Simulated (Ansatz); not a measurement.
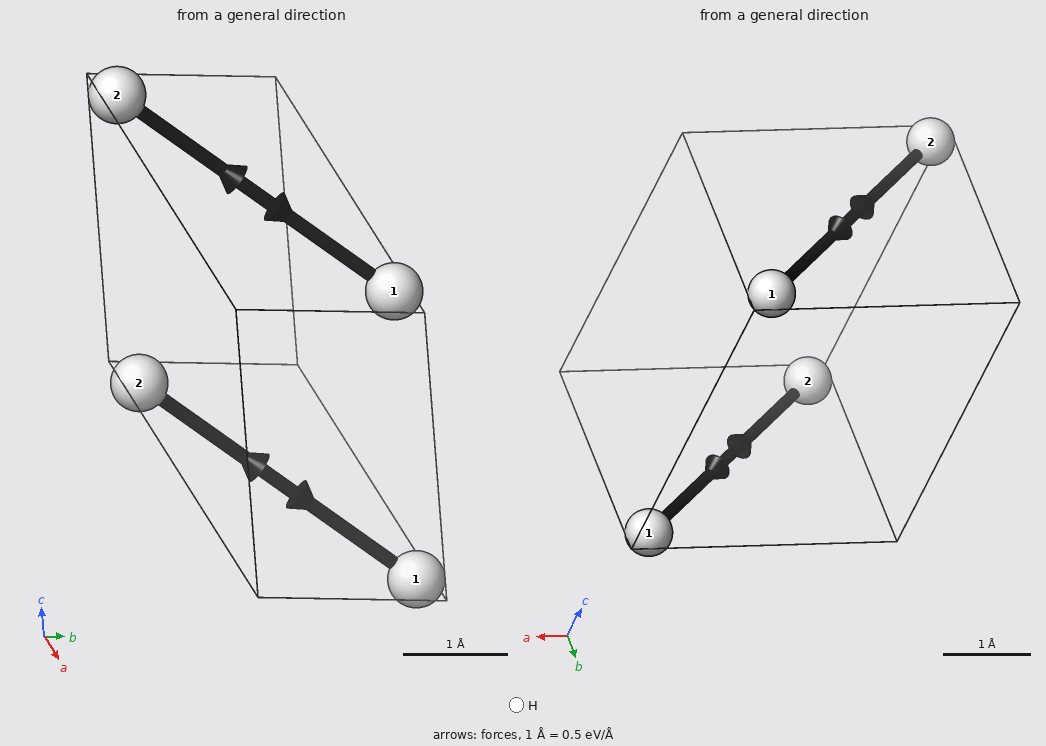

This spheres-only model is shown from two general directions. One simulation cell is framed, with atoms on its boundary repeated. The arrows are the computed forces on the atoms.

System: H. Theory: Ansatz 0.2.0, DFT LDA, scalar-relativistic, plane waves, PAW. Numerical settings: plane-wave cutoff 420 eV, k-point mesh 10×10×10, Gaussian smearing of 0.05 eV, no spin polarisation.

**Could this be the end point of a relaxation?**

No. The atoms still feel forces of up to about 0.97 eV/Å, far above a usual threshold of 0.01 to 0.03 eV/Å.

**Find the atom with the largest force.**

H1 and H2, about 0.97 eV/Å.

The structure was taken from a structure listed in the Materials Project. The cell was then strained or its atoms displaced on purpose. Ansatz was used for an electronic-structure calculation on it.
